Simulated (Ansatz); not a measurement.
**La2O: density, localisation and related maps**

```
La O
1.0
     6.38292    0.00000    0.00000
     0.00000    6.38292    0.00000
     0.00000    0.00000    6.38292
La O
8 4
Direct
  0.25000 0.25000 0.25000
  0.75000 0.75000 0.25000
  0.75000 0.25000 0.75000
  0.25000 0.75000 0.75000
  0.75000 0.25000 0.25000
  0.25000 0.75000 0.25000
  0.25000 0.25000 0.75000
  0.75000 0.75000 0.75000
  0.00000 0.00000 0.00000
  0.50000 0.50000 0.00000
  0.50000 0.00000 0.50000
  0.00000 0.50000 0.50000
```

Space group Fm-3m; a structure generated by program, which may or may not match a known phase.

Computed with DFT PBE, scalar-relativistic, plane waves, PAW (Ansatz).

The density is the valence pseudo-density of a PAW calculation; it isn't the true density close to the nuclei.

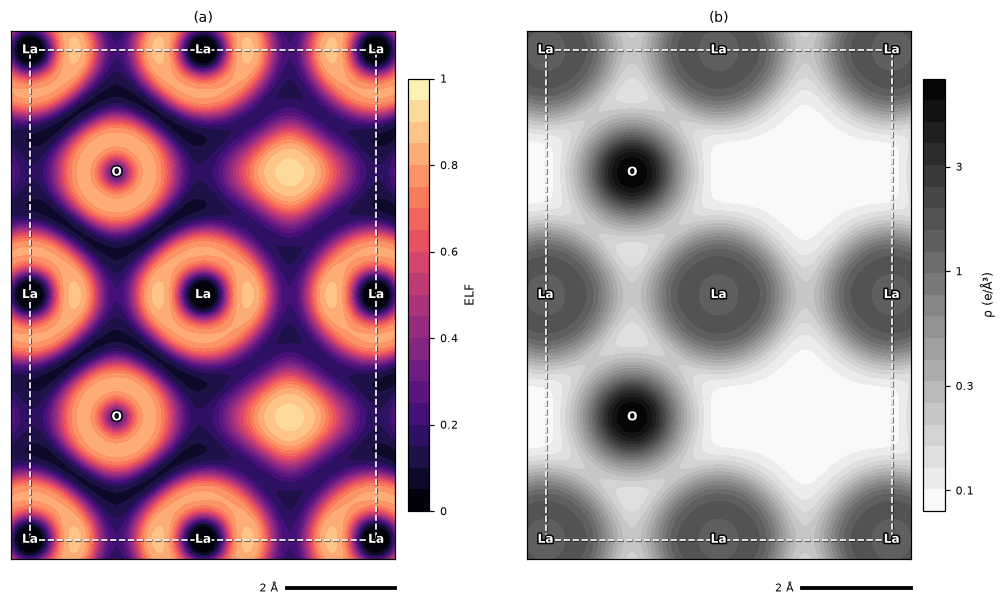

Figure 1. (a) electron localisation function; (b) valence charge density (pseudo) on the (110) plane of the conventional cell.

Describe what can be read from this map.

Answer. The plane passes through La and O nuclei.
La–O (2.76 Å): ρ is about 0.22 e/Å³ halfway; the ELF is about 0.10 at the midpoint: no localised pair shows between them.
Between the atoms the lowest density in this plane is 0.08 e/Å³.
The ELF has a maximum of about 0.90 in the space between the atoms, 2.7 Å from eight La atoms, on no atom or two-centre bond.
The features right at La lie inside the PAW spheres, where the map follows smoothed inner orbitals and isn't to be read closely.

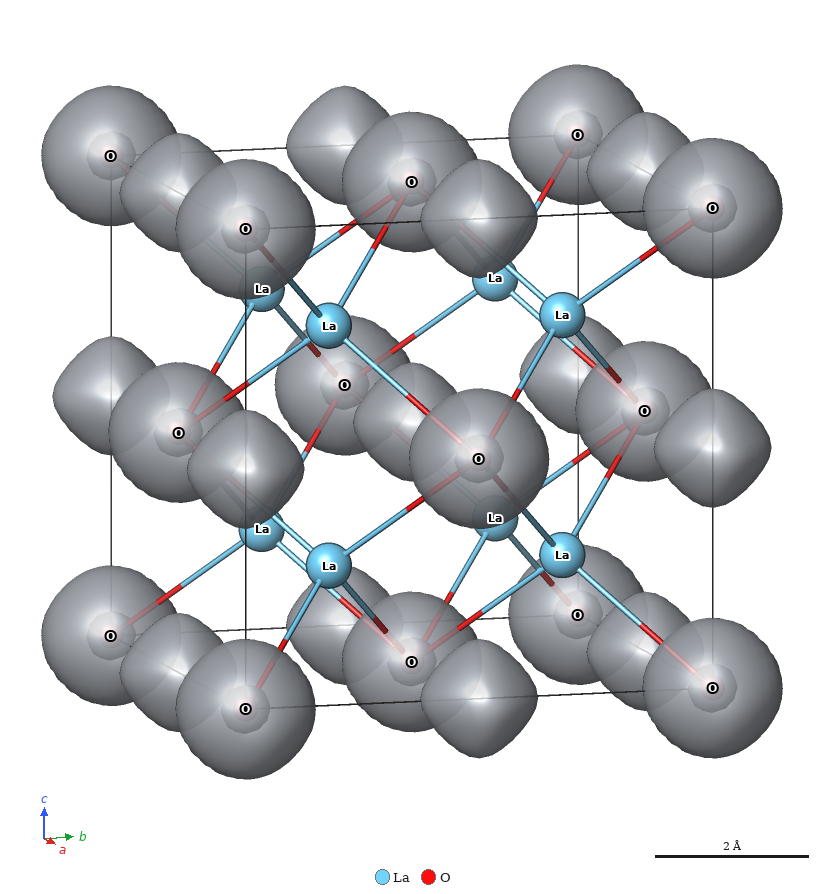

Figure 2. Isosurface of the ELF at 0.65 (grey), seen slightly off an axis. Only the valence region is drawn (cores and ρ < 0.01 e/Å³ removed). Sticks mark near contacts.

What do the ELF domains correspond to?

Answer. The surface consists of four regions wrapped around O (the valence shell of each) and four pockets between the atoms, centred on no nucleus (multi-centre or interstitial), counted in one cell of 12 atoms. Any copies at cell faces, edges or corners count once.

Does the calculation make it a metal, or give it a gap?

Answer. It is gapless in this calculation (a metal or semimetal).
